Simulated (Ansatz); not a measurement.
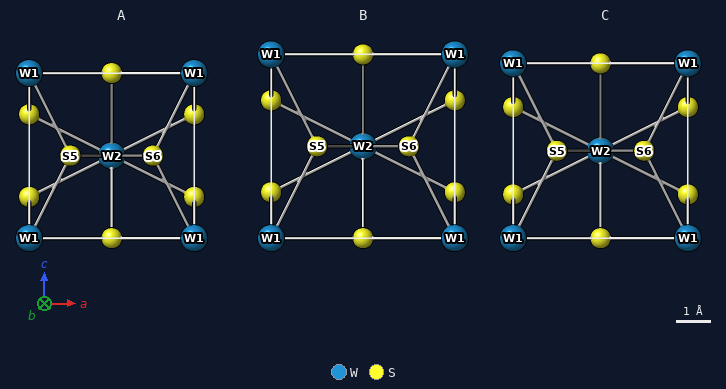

3 geometries from one relaxation of a crystal of WS$_{3}$ (built on the A15_223 type) (coarse preliminary run), in shuffled order. A ball-and-stick model of the cell of the calculation, seen along the b axis.

Case: A15 type (Pm-3n, No. 223).

Theory: Ansatz, DFT PBE, scalar-relativistic, plane waves, PAW. (plane-wave cutoff 420 eV; k-point mesh 4 × 4 × 4; occupations gaussian; smearing width 0.1 eV; no spin polarisation; cell and atoms relaxed; force threshold 0.04 eV/Å; at most 70 steps)

### Put them in the order of the run, from the start to the converged end.

B, C, A. They are steps 0, 1, 5, at +539 meV per atom, +173 meV per atom relative to the last. After 4 accepted moves (5 points after the start) the energy has fallen by 539 meV per atom. All forces vanish by symmetry, so only the cell relaxes. The pressure goes from −22.86 to 0.00 GPa. At 1 point the geometry stayed and the basis and grid were re-selected for the new cell (energy shift of 0.4 meV per atom at most each time). The atoms keep their places relative to the cell (all moves are under 0.005 Å). The volume changes by −27.5 %, with a = b = c 5.474 → 4.918 Å (−10.2 %). Near-neighbour distances that change, for instance: S–W 3.060 → 2.749 Å. The space group stays Pm-3n (No. 223). Cost: 25 s on 1 thread of Arm Neoverse V2 (shared host), peak memory 0.41 GiB.
